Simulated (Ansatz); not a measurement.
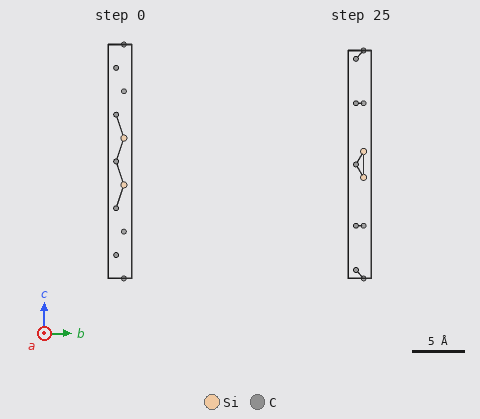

The structure of crystalline SiC$_{4}$ (a generated structure, set up in P-6m2) (coarse preliminary run) before (left) and after (right) a relaxation, at one scale.

The picture is a ball-and-stick view of the cell of the calculation, seen along the a axis.

The calculation used Ansatz, DFT PBE, scalar-relativistic, plane waves, PAW.

The input:
```yaml
crystal:
  lattice:
    - [2.60520489, 0.0, 0.0]
    - [-1.30260245, 2.25617362, 0.0]
    - [0.0, 0.0, 22.61137764]
  atoms:
    - { symbol: Si, position: [0.33333333, 0.66666667, 0.4] }
    - { symbol: Si, position: [0.33333333, 0.66666667, 0.6] }
    - { symbol: C, position: [0.66666667, 0.33333333, 0.1] }
    - { symbol: C, position: [0.66666667, 0.33333333, 0.3] }
    - { symbol: C, position: [0.66666667, 0.33333333, 0.5] }
    - { symbol: C, position: [0.66666667, 0.33333333, 0.7] }
    - { symbol: C, position: [0.66666667, 0.33333333, 0.9] }
    - { symbol: C, position: [0.33333333, 0.66666667, 0.0] }
    - { symbol: C, position: [0.33333333, 0.66666667, 0.2] }
    - { symbol: C, position: [0.33333333, 0.66666667, 0.8] }
basis:
  ecutwfc: 420
kpoints:
  mp_grid: { grid: [6, 6, 1] }
hamiltonian:
  xc: pbe
scf:
  occupations: { method: gaussian, width: 0.1 }
  lower_state_search: "off"
output:
  forces: true
  stress: true
  eigenvalues: true
relax:
  adjacent_minimum: "off"
  f_tol: 0.04
  max_steps: 70
  cell: { stress_tol: 0.4 }
```

Run as
```bash
ansatz run input.yaml --threads 1 --pin off --max-ram 2560MiB --backend cpu --events-out ev --progress --plain --runs-dir out
```

Describe what moved and what it gained.

Answer. The largest moves relative to the cell, 1.51 Å, are those of C4 and C6. C6 goes along +c. By element the largest moves are C 1.51 Å, Si 0.95 Å. The drawn cell changes as follows: a = b 2.605 → 2.552 Å (−2.0 %), c 22.611 → 22.032 Å (−2.6 %); the volume changes by −6.5 %. Some distances before and after: C3–C7 4.522 → 1.623 Å, Si1–C4 2.716 → 4.892 Å, Si1–Si2 4.522 → 2.508 Å, C4–C9 2.716 → 1.473 Å. New bonds form: C3–C7 (4.52 → 1.62 Å), C3–C8 (2.72 → 1.68 Å), C4–C9 (2.72 → 1.47 Å), C6–C10 (2.72 → 1.47 Å). The space group stays P-6m2 (No. 187). Over 24 accepted moves (25 points after the start) the energy falls by 3141 meV per atom. The largest force component goes from 0.14 to 0.039 eV/Å. The pressure goes from −24.08 to −0.08 GPa. At 1 point the geometry stayed and the basis and grid were re-selected for the new cell (energy shift of 1.5 meV per atom at most each time).

Limits of the set-up: the k-point mesh is coarse for a cell with partly filled bands.
